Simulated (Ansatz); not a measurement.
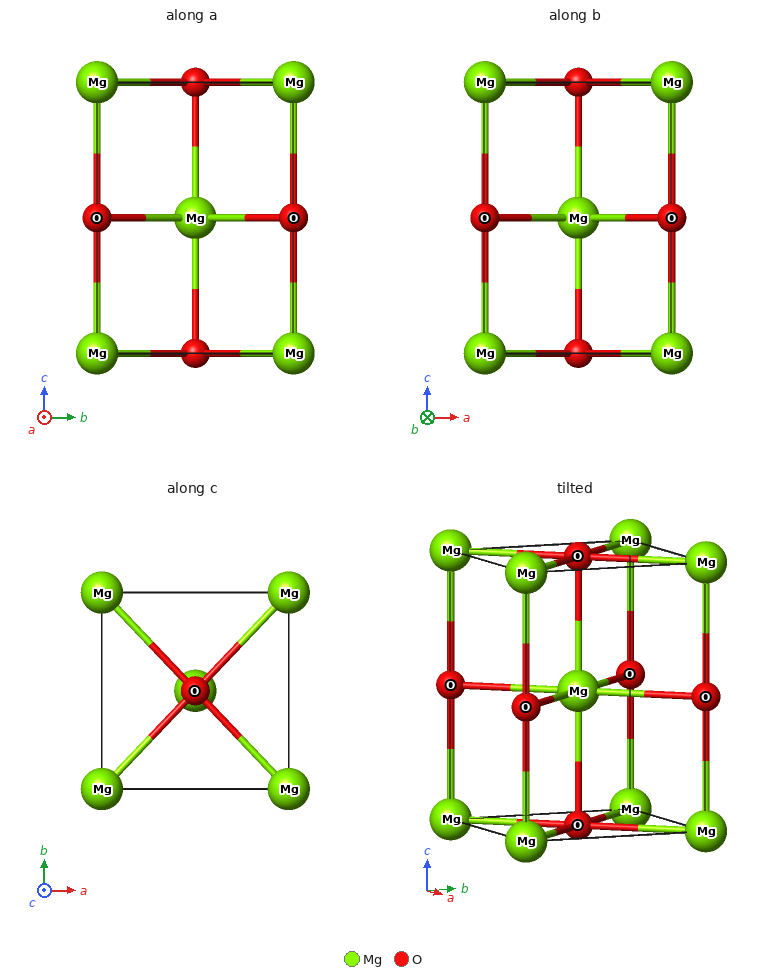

Ball-and-stick representation of a periodic structure, projected along the a axis, along the b axis, along the c axis and slightly off an axis. The lines enclose the conventional unit cell; boundary atoms appear with their images.

Lattice parameters: a = 2.899 Å, b = 3.047 Å, c = 4.204 Å, α = 90.00°, β = 90.00°, γ = 90.00°. Put a along x and b in the xy plane.

Question: Set out the cell and atoms as a POSCAR file.

Answer:
```
Mg O
1.0
     2.899    0.000    0.000
     0.000    3.047    0.000
     0.000    0.000    4.204
Mg O
2 2
Direct
  0.0000 0.0000 0.0000
  0.5000 0.5000 0.5000
  0.0000 0.0000 0.5000
  0.5000 0.5000 0.0000
```

The structure comes from a structure type filled with these elements by a generator (whether the compound takes this form wasn't checked). The cell was then strained or its atoms displaced on purpose. It was run through Ansatz as a DFT input.

At this level of theory the cell isn't at rest (compressed, at 6 GPa), so its distances can differ from those at equilibrium, the more so the softer the solid.
